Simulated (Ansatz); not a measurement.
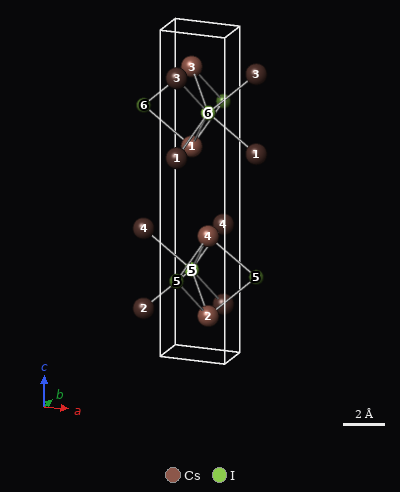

The structure as given in the input (ball-and-stick view of the cell of the calculation, seen slightly off an axis; neighbours outside the cell are drawn fainter; atoms are numbered from 1 in the order of the input).

Geometry relaxation, with input and output: Cs₂I (part 1 of 3)

- system: Cs₂I (P6₃/mmc, 6 atoms in the cell)
- method: DFT PBE, scalar-relativistic, plane waves, PAW, no spin polarisation (Ansatz 0.2.0)

The structure was made by swapping elements on the sites of another compound; it need not be a known phase. It belongs to a series of runs on one base structure; here: 2H molybdenite type (P6_3/mmc, No. 194). Figures and captions count atoms from 1; the log counts them from 0 in places.

Output:
```
Engine: ansatz 0.2.0, x86_64-unknown-linux-gnu
Pseudopotentials: kind: paw
Pseudopotential: Cs, paw, valence charge 9, recommended cutoff 420 eV (normal), Cs.paw.azcp
Pseudopotential: I, paw, valence charge 17, recommended cutoff 420 eV (normal), I.paw.azcp
Functional definition: PBE
  parameter kappa = 0.804
  parameter beta = 0.06672455060314922
  exchange = pbe_x(kappa = kappa, mu = beta*pi^2/3)
  correlation = pbe_c(beta = beta)
Crystal: 6 atoms, lattice volume = 250.655 Å³
Basis set: ecut = 420 eV, 4861 PW (Γ), exchange–correlation on 60×60×240 points (8 copies of the dense FFT grid, shifted against one another)
Bands: 42, of which v1, the nominal top of the filled ones, is band 35 counted from 1 (34 counted from 0)
Symmetry: 24 space group operations
Space group: P63/mmc (ITA 194), of the structure as read, at distance tolerance 6.3e-5 Å
k-points: 7 of 36
Non-local potential: Cs, projectors of the file, l = 0: 3, l = 1: 2, l = 2: 2, l = 3: 2
Non-local potential: I, projectors of the file, l = 0: 2, l = 1: 2, l = 2: 2, l = 3: 2
PAW form: soft (Blöchl's): semilocal exchange-correlation on the pseudo side does not see the compensation charge
PAW one-centre angular grid: Cs, 194 points (default); XC on 64 Gauss nodes
PAW one-centre angular grid: I, 590 points (default); XC on 64 Gauss nodes
Initial density: superposition of atomic densities (neutral atoms: chi_scale 0, normalization atom), corrected by the library's trained network
Initial wavefunctions: pseudopotential atomic-orbital guess
Functional: x = pbe(κ = 0.804, μ = 0.2195149727645171), c = pbe(β = 0.06672455060314922)
SCF iter   1: F=—  HF=-37708.712534 eV  |F-HF|=—  |Δ(HF+E_count)|=         —  Δρ=2.22e-3  dr2=4.29e-2  ethr=1.77e-3  ⟨swp⟩=14.9  Hψ=1733  notcnv=0
preconditioner: auto → Kerker (q_TF=auto, 2.206 Å⁻¹)  [metal: Δε(μ)=0.074 eV  Ē_g=9.355 eV  σ=0.100 eV  W_gap=0.40  n_scr=52 (ndim 8)  ℏωp=14.5 eV  f_vac=0.000  D(μ)=4.08/eV (n_scr^D=8)]
SCF iter   2: F=—  HF=-37708.712534 eV  |F-HF|=—  |Δ(HF+E_count)|=   1.74e-7  Δρ=1.52e-3  dr2=2.55e-2  ethr=6.13e-5  ⟨swp⟩=2.1  Hψ=471  notcnv=0  defer=1
SCF iter   3: F=—  HF=-37708.710909 eV  |F-HF|=—  |Δ(HF+E_count)|=   1.62e-3  Δρ=4.88e-4  dr2=4.79e-3  ethr=3.64e-5  ⟨swp⟩=2.0  Hψ=338  notcnv=0  defer=1
SCF iter   4: F=—  HF=-37708.710310 eV  |F-HF|=—  |Δ(HF+E_count)|=   5.99e-4  Δρ=2.31e-4  dr2=6.07e-4  ethr=6.84e-6  ⟨swp⟩=2.1  Hψ=445  notcnv=0  defer=1
SCF iter   5: F=—  HF=-37708.710185 eV  |F-HF|=—  |Δ(HF+E_count)|=   1.25e-4  Δρ=8.53e-5  dr2=7.60e-5  ethr=8.68e-7  ⟨swp⟩=2.7  Hψ=545  notcnv=0  defer=1
SCF iter   6: F=—  HF=-37708.709997 eV  |F-HF|=—  |Δ(HF+E_count)|=   1.87e-4  Δρ=3.76e-5  dr2=1.68e-5  ethr=1.09e-7  ⟨swp⟩=2.7  Hψ=444  notcnv=0  defer=1
SCF iter   7: F=—  HF=-37708.709999 eV  |F-HF|=—  |Δ(HF+E_count)|=   1.27e-6  Δρ=1.79e-5  dr2=2.20e-6  ethr=2.39e-8  ⟨swp⟩=2.9  Hψ=422  notcnv=0  defer=2
SCF iter   8: F=—  HF=-37708.709999 eV  |F-HF|=—  |Δ(HF+E_count)|=   2.21e-7  Δρ=4.95e-6  dr2=1.88e-7  ethr=3.14e-9  ⟨swp⟩=2.0  Hψ=438  notcnv=0  defer=2
SCF iter   9: F=-37708.709999 eV  HF=-37708.709999 eV  |F-HF|=1.54e-9  |Δ(HF+E_count)|=   1.50e-8  Δρ=1.42e-6  dr2=7.34e-9  ethr=1.43e-10  ⟨swp⟩=15.3  Hψ=1376  notcnv=0
SCF 1 converged in 9 iterations: F = -37708.709999 eV  dr2 = 7.34e-9
  greatest PAW one-centre occupation: 0.999 electrons in one spin orbital (limit 2), on the I atom at site 5 (counted from 0), in its partial waves of l = 2
relax step   1: F+E_penalty+E_count = -37708.70999871 eV  Δ(F+E_penalty+E_count) = +0.000e0 eV  max|allowed force component| = 2.794e0 eV/Å  Δτ_max = 0.0000 Å  P = +14.766 GPa  Ω = 250.655 Å³  (9 SCF iters, dr2 threshold 1.00e-7 eV, accepted)
Crystal: 6 atoms, lattice volume = 287.418 Å³
Basis set: ecut = 420 eV, 5643 PW (Γ), exchange–correlation on 60×60×240 points (8 copies of the dense FFT grid, shifted against one another)
Initial density: handed on by an earlier stage of this run
Initial wavefunctions: those handed on with the density
iter 1 solved again at ethr=1.73e-4 eV; its pass at ethr=3.10e-3 eV (dr2=1.21e-1 eV) is discarded
SCF iter   1: F=—  HF=-37712.460521 eV  |F-HF|=—  |Δ(HF+E_count)|=         —  Δρ=4.65e-3  dr2=1.21e-1  ethr=1.73e-4  ⟨swp⟩=1.4  Hψ=1866  notcnv=0
preconditioner: auto → Resta (q_TF=auto, 2.156 Å⁻¹)  ε∞=3.1  [insulator: Δε(μ)=0.255 eV  Ē_g=9.256 eV  σ=0.100 eV  W_gap=0.55  n_scr=52 (ndim 8)  ℏωp=13.5 eV  f_vac=0.008  D(μ)=2.37/eV (n_scr^D=6)  ε∞_Penn≈3.1]
SCF iter   2: F=—  HF=-37712.429950 eV  |F-HF|=—  |Δ(HF+E_count)|=   3.06e-2  Δρ=2.23e-3  dr2=2.30e-2  ethr=1.73e-4  ⟨swp⟩=2.0  Hψ=399  notcnv=0
SCF iter   3: F=—  HF=-37712.426595 eV  |F-HF|=—  |Δ(HF+E_count)|=   3.35e-3  Δρ=5.03e-4  dr2=9.43e-4  ethr=3.28e-5  ⟨swp⟩=2.3  Hψ=428  notcnv=0
SCF iter   4: F=—  HF=-37712.427050 eV  |F-HF|=—  |Δ(HF+E_count)|=   4.55e-4  Δρ=1.14e-4  dr2=6.22e-5  ethr=1.35e-6  ⟨swp⟩=2.1  Hψ=460  notcnv=0
SCF iter   5: F=—  HF=-37712.426882 eV  |F-HF|=—  |Δ(HF+E_count)|=   1.68e-4  Δρ=3.38e-5  dr2=7.01e-6  ethr=8.88e-8  ⟨swp⟩=2.0  Hψ=542  notcnv=0
SCF iter   6: F=—  HF=-37712.426884 eV  |F-HF|=—  |Δ(HF+E_count)|=   1.34e-6  Δρ=1.05e-5  dr2=7.39e-7  ethr=1.00e-8  ⟨swp⟩=2.0  Hψ=544  notcnv=0
SCF iter   7: F=-37712.426884 eV  HF=-37712.426884 eV  |F-HF|=2.26e-8  |Δ(HF+E_count)|=   2.88e-7  Δρ=2.39e-6  dr2=3.07e-8  ethr=8.57e-10  ⟨swp⟩=10.0  Hψ=1304  notcnv=0
SCF 2 converged in 7 iterations: F = -37712.426884 eV  dr2 = 3.07e-8
relax step   2: F+E_penalty+E_count = -37712.42688401 eV  Δ(F+E_penalty+E_count) = -3.717e0 eV  max|allowed force component| = 8.164e-1 eV/Å  Δτ_max = 0.1947 Å  P = +6.764 GPa  Ω = 287.418 Å³  energy of the carried Pulay correction = -1.302e-3 eV  (7 SCF iters, dr2 threshold 6.00e-7 eV, accepted)
Crystal: 6 atoms, lattice volume = 321.828 Å³
Basis set: ecut = 420 eV, 6317 PW (Γ), exchange–correlation on 60×60×240 points (8 copies of the dense FFT grid, shifted against one another)
iter 1 solved again at ethr=4.39e-4 eV; its pass at ethr=3.10e-3 eV (dr2=3.07e-1 eV) is discarded
SCF iter   1: F=—  HF=-37713.667779 eV  |F-HF|=—  |Δ(HF+E_count)|=         —  Δρ=3.72e-3  dr2=3.10e-1  ethr=4.39e-4  ⟨swp⟩=1.4  Hψ=1709  notcnv=0
preconditioner: auto → LDOS  [insulator: Δε(μ)=0.214 eV  Ē_g=9.366 eV  σ=0.100 eV  W_gap=0.52  n_scr=54 (ndim 8)  ℏωp=12.8 eV  f_vac=0.014  D(μ)=2.24/eV (n_scr^D=6)  ε∞_Penn≈2.9  β→1.0]
SCF iter   2: F=—  HF=-37713.600519 eV  |F-HF|=—  |Δ(HF+E_count)|=   6.73e-2  Δρ=3.75e-3  dr2=1.16e-1  ethr=4.39e-4  ⟨swp⟩=4.3  Hψ=589  notcnv=0
SCF iter   3: F=—  HF=-37713.562288 eV  |F-HF|=—  |Δ(HF+E_count)|=   3.82e-2  Δρ=4.96e-4  dr2=2.75e-3  ethr=1.66e-4  ⟨swp⟩=3.0  Hψ=660  notcnv=0  defer=9
SCF iter   4: F=—  HF=-37713.561684 eV  |F-HF|=—  |Δ(HF+E_count)|=   6.04e-4  Δρ=1.61e-4  dr2=1.92e-4  ethr=3.93e-6  ⟨swp⟩=2.1  Hψ=532  notcnv=0  defer=9
SCF iter   5: F=—  HF=-37713.561484 eV  |F-HF|=—  |Δ(HF+E_count)|=   1.99e-4  Δρ=5.28e-5  dr2=2.05e-5  ethr=2.75e-7  ⟨swp⟩=2.0  Hψ=533  notcnv=0  defer=9
SCF iter   6: F=—  HF=-37713.561492 eV  |F-HF|=—  |Δ(HF+E_count)|=   7.70e-6  Δρ=2.50e-5  dr2=4.58e-6  ethr=2.93e-8  ⟨swp⟩=2.0  Hψ=531  notcnv=0  defer=9
SCF iter   7: F=-37713.561492 eV  HF=-37713.561492 eV  |F-HF|=8.29e-9  |Δ(HF+E_count)|=   2.18e-7  Δρ=7.38e-6  dr2=3.33e-7  ethr=8.57e-10  ⟨swp⟩=11.3  Hψ=1748  notcnv=0
SCF 3 converged in 7 iterations: F = -37713.561492 eV  dr2 = 3.33e-7
relax step   3: F+E_penalty+E_count = -37713.56149234 eV  Δ(F+E_penalty+E_count) = -1.135e0 eV  max|allowed force component| = 3.421e-1 eV/Å  Δτ_max = 0.0082 Å  P = +3.745 GPa  Ω = 321.828 Å³  energy of the carried Pulay correction = -2.371e-3 eV  (7 SCF iters, dr2 threshold 6.00e-7 eV, accepted)
Crystal: 6 atoms, lattice volume = 365.192 Å³
Basis set: ecut = 420 eV, 7089 PW (Γ), exchange–correlation on 60×60×240 points (8 copies of the dense FFT grid, shifted against one another)
iter 1 solved again at ethr=6.45e-4 eV; its pass at ethr=3.10e-3 eV (dr2=4.51e-1 eV) is discarded
SCF iter   1: F=—  HF=-37714.406025 eV  |F-HF|=—  |Δ(HF+E_count)|=         —  Δρ=4.46e-3  dr2=4.55e-1  ethr=6.45e-4  ⟨swp⟩=1.3  Hψ=1741  notcnv=0
preconditioner: auto → LDOS  [insulator: Δε(μ)=0.282 eV  Ē_g=9.367 eV  σ=0.100 eV  W_gap=0.60  n_scr=66 (ndim 8)  ℏωp=12.0 eV  f_vac=0.027  D(μ)=2.67/eV (n_scr^D=6)  ε∞_Penn≈2.6  β→1.0]
SCF iter   2: F=—  HF=-37714.303269 eV  |F-HF|=—  |Δ(HF+E_count)|=   1.03e-1  Δρ=4.23e-3  dr2=1.58e-1  ethr=6.45e-4  ⟨swp⟩=4.6  Hψ=654  notcnv=0  defer=1
SCF iter   3: F=—  HF=-37714.248786 eV  |F-HF|=—  |Δ(HF+E_count)|=   5.45e-2  Δρ=5.71e-4  dr2=3.75e-3  ethr=2.25e-4  ⟨swp⟩=3.0  Hψ=659  notcnv=0  defer=9
SCF iter   4: F=—  HF=-37714.247930 eV  |F-HF|=—  |Δ(HF+E_count)|=   8.56e-4  Δρ=1.91e-4  dr2=4.11e-4  ethr=5.36e-6  ⟨swp⟩=2.1  Hψ=532  notcnv=0  defer=9
SCF iter   5: F=—  HF=-37714.247698 eV  |F-HF|=—  |Δ(HF+E_count)|=   2.33e-4  Δρ=7.79e-5  dr2=5.36e-5  ethr=5.88e-7  ⟨swp⟩=2.1  Hψ=536  notcnv=0  defer=9
SCF iter   6: F=—  HF=-37714.247703 eV  |F-HF|=—  |Δ(HF+E_count)|=   5.34e-6  Δρ=3.33e-5  dr2=1.16e-5  ethr=7.65e-8  ⟨swp⟩=3.0  Hψ=553  notcnv=0  defer=9
SCF iter   7: F=-37714.247705 eV  HF=-37714.247705 eV  |F-HF|=2.19e-7  |Δ(HF+E_count)|=   2.22e-6  Δρ=8.59e-6  dr2=4.70e-7  ethr=8.57e-10  ⟨swp⟩=12.7  Hψ=1763  notcnv=0
SCF 4 converged in 7 iterations: F = -37714.247705 eV  dr2 = 4.70e-7
relax step   4: F+E_penalty+E_count = -37714.24770531 eV  Δ(F+E_penalty+E_count) = -6.862e-1 eV  max|allowed force component| = 9.393e-2 eV/Å  Δτ_max = 0.0202 Å  P = +1.625 GPa  Ω = 365.192 Å³  energy of the carried Pulay correction = -3.551e-3 eV  (7 SCF iters, dr2 threshold 6.00e-7 eV, accepted)
Crystal: 6 atoms, lattice volume = 406.213 Å³
Basis set: ecut = 420 eV, 7917 PW (Γ), exchange–correlation on 60×60×240 points (8 copies of the dense FFT grid, shifted against one another)
iter 1 solved again at ethr=4.83e-4 eV; its pass at ethr=3.10e-3 eV (dr2=3.38e-1 eV) is discarded
SCF iter   1: F=—  HF=-37714.602869 eV  |F-HF|=—  |Δ(HF+E_count)|=         —  Δρ=3.92e-3  dr2=3.41e-1  ethr=4.83e-4  ⟨swp⟩=1.4  Hψ=1705  notcnv=0
preconditioner: auto → LDOS  [insulator: Δε(μ)=0.347 eV  Ē_g=9.338 eV  σ=0.100 eV  W_gap=0.70  n_scr=66 (ndim 8)  ℏωp=11.4 eV  f_vac=0.039  D(μ)=3.05/eV (n_scr^D=6)  ε∞_Penn≈2.5  β→1.0]
SCF iter   2: F=—  HF=-37714.523763 eV  |F-HF|=—  |Δ(HF+E_count)|=   7.91e-2  Δρ=3.41e-3  dr2=1.07e-1  ethr=4.83e-4  ⟨swp⟩=4.6  Hψ=590  notcnv=0
SCF iter   3: F=—  HF=-37714.486361 eV  |F-HF|=—  |Δ(HF+E_count)|=   3.74e-2  Δρ=5.02e-4  dr2=2.53e-3  ethr=1.52e-4  ⟨swp⟩=2.9  Hψ=637  notcnv=0  defer=5
SCF iter   4: F=—  HF=-37714.485749 eV  |F-HF|=—  |Δ(HF+E_count)|=   6.13e-4  Δρ=1.63e-4  dr2=3.76e-4  ethr=3.61e-6  ⟨swp⟩=2.1  Hψ=533  notcnv=0  defer=5
SCF iter   5: F=—  HF=-37714.485508 eV  |F-HF|=—  |Δ(HF+E_count)|=   2.40e-4  Δρ=7.48e-5  dr2=5.71e-5  ethr=5.38e-7  ⟨swp⟩=2.0  Hψ=534  notcnv=0  defer=5
SCF iter   6: F=—  HF=-37714.485509 eV  |F-HF|=—  |Δ(HF+E_count)|=   5.86e-7  Δρ=3.00e-5  dr2=1.03e-5  ethr=8.16e-8  ⟨swp⟩=2.0  Hψ=434  notcnv=0  defer=7
SCF iter   7: F=-37714.485512 eV  HF=-37714.485513 eV  |F-HF|=2.49e-7  |Δ(HF+E_count)|=   3.51e-6  Δρ=1.14e-5  dr2=5.24e-7  ethr=8.57e-10  ⟨swp⟩=12.0  Hψ=1674  notcnv=0
SCF 5 converged in 7 iterations: F = -37714.485512 eV  dr2 = 5.24e-7
  greatest PAW one-centre occupation: 1.000 electrons in one spin orbital (limit 2), on the I atom at site 5 (counted from 0), in its partial waves of l = 2
relax step   5: F+E_penalty+E_count = -37714.48551230 eV  Δ(F+E_penalty+E_count) = -2.378e-1 eV  max|allowed force component| = 2.382e-2 eV/Å  Δτ_max = 0.0406 Å  P = +0.264 GPa  Ω = 406.213 Å³  energy of the carried Pulay correction = -4.528e-3 eV  (7 SCF iters, dr2 threshold 6.00e-7 eV, accepted)
Basis set: ecut = 420 eV, 7917 PW (Γ), exchange–correlation on 72×72×256 points (8 copies of the dense FFT grid, shifted against one another)
Initial wavefunctions: pseudopotential atomic-orbital guess (no wavefunctions were taken with the density)
iter 1 solved again at ethr=1.02e-6 eV; its pass at ethr=3.10e-3 eV (dr2=7.15e-4 eV) is discarded
SCF iter   1: F=—  HF=-37714.542033 eV  |F-HF|=—  |Δ(HF+E_count)|=         —  Δρ=1.37e-3  dr2=6.39e-4  ethr=1.02e-6  ⟨swp⟩=4.1  Hψ=2295  notcnv=0
preconditioner: auto → LDOS  [metal: Δε(μ)=0.089 eV  Ē_g=9.197 eV  σ=0.100 eV  W_gap=0.47  n_scr=66 (ndim 8)  ℏωp=11.4 eV  f_vac=0.033  D(μ)=2.81/eV (n_scr^D=6)  β→1.0]
SCF iter   2: F=—  HF=-37714.625907 eV  |F-HF|=—  |Δ(HF+E_count)|=   8.39e-2  Δρ=2.87e-4  dr2=3.91e-4  ethr=9.13e-7  ⟨swp⟩=2.0  Hψ=553  notcnv=0
SCF iter   3: F=—  HF=-37714.625472 eV  |F-HF|=—  |Δ(HF+E_count)|=   4.35e-4  Δρ=8.02e-5  dr2=2.35e-5  ethr=5.59e-7  ⟨swp⟩=2.0  Hψ=534  notcnv=0
SCF iter   4: F=—  HF=-37714.625634 eV  |F-HF|=—  |Δ(HF+E_count)|=   1.62e-4  Δρ=1.82e-5  dr2=9.97e-7  ethr=3.36e-8  ⟨swp⟩=2.0  Hψ=541  notcnv=0
SCF iter   5: F=—  HF=-37714.625662 eV  |F-HF|=—  |Δ(HF+E_count)|=   2.79e-5  Δρ=3.44e-6  dr2=1.43e-7  ethr=1.42e-9  ⟨swp⟩=2.4  Hψ=446  notcnv=0
SCF iter   6: F=—  HF=-37714.625662 eV  |F-HF|=—  |Δ(HF+E_count)|=   6.27e-8  Δρ=1.78e-6  dr2=5.08e-8  ethr=2.05e-10  ⟨swp⟩=2.0  Hψ=459  notcnv=0
SCF iter   7: F=-37714.625662 eV  HF=-37714.625662 eV  |F-HF|=2.03e-9  |Δ(HF+E_count)|=   7.05e-9  Δρ=5.02e-7  dr2=1.73e-9  ethr=5.49e-12  ⟨swp⟩=7.6  Hψ=1524  notcnv=0
SCF 6 converged in 7 iterations: F = -37714.625662 eV  dr2 = 1.73e-9
```
